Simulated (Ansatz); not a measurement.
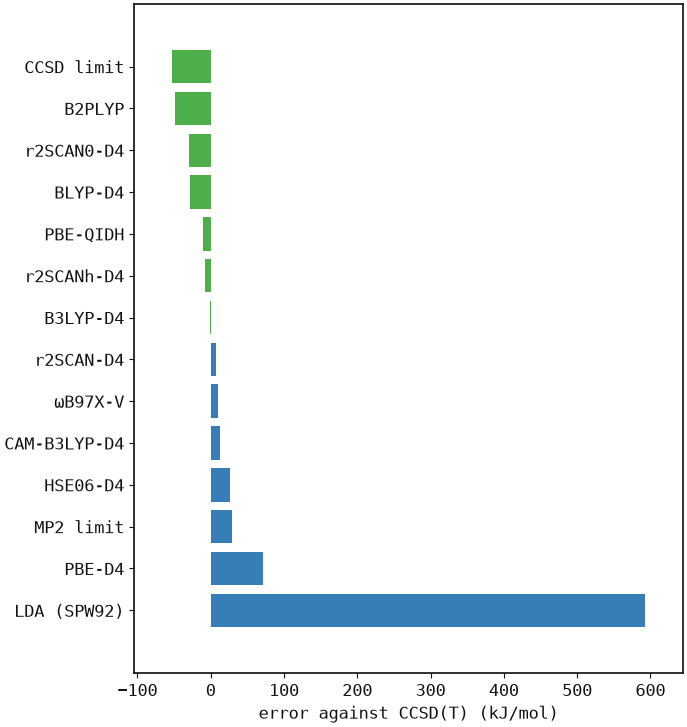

Error in the electronic atomisation energy (method less reference, so positive means overbinding) of C₃H₈S, SMILES CCCS: functionals in def2-TZVPP against frozen-core CCSD(T) at the limit (MP2 extrapolated from triple and quadruple zeta, plus CCSD(T) less MP2 in a smaller set), which gives 4454.4 kJ/mol, at a PBE0-D4/def2-TZVP geometry (a minimum by its frequencies), no zero-point or spin-orbit term, the Ansatz code. The reference leaves out core correlation, a term that grows with the number of heavy atoms. B2PLYP and PBE-QIDH hold a correlation term that converges slowly with the basis, so part of the distance to the limit is basis error. No dispersion term is added to B2PLYP and PBE-QIDH. Limit means the basis limit.

> Which of these levels overbind, and which underbind?

Overbind: HSE06-D4, MP2 limit, PBE-D4 and LDA (SPW92). Underbind: CCSD limit, B2PLYP, r2SCAN0-D4 and BLYP-D4. Within 20 kJ/mol of zero, too close to call in view of what the reference leaves out: PBE-QIDH, r2SCANh-D4, B3LYP-D4, r2SCAN-D4, ωB97X-V and CAM-B3LYP-D4.

> What range do the values span?

From −52.9 kJ/mol (CCSD limit) to 592.8 kJ/mol (LDA (SPW92)).

Caveats, for all or some of the runs: one conformer of a flexible molecule.
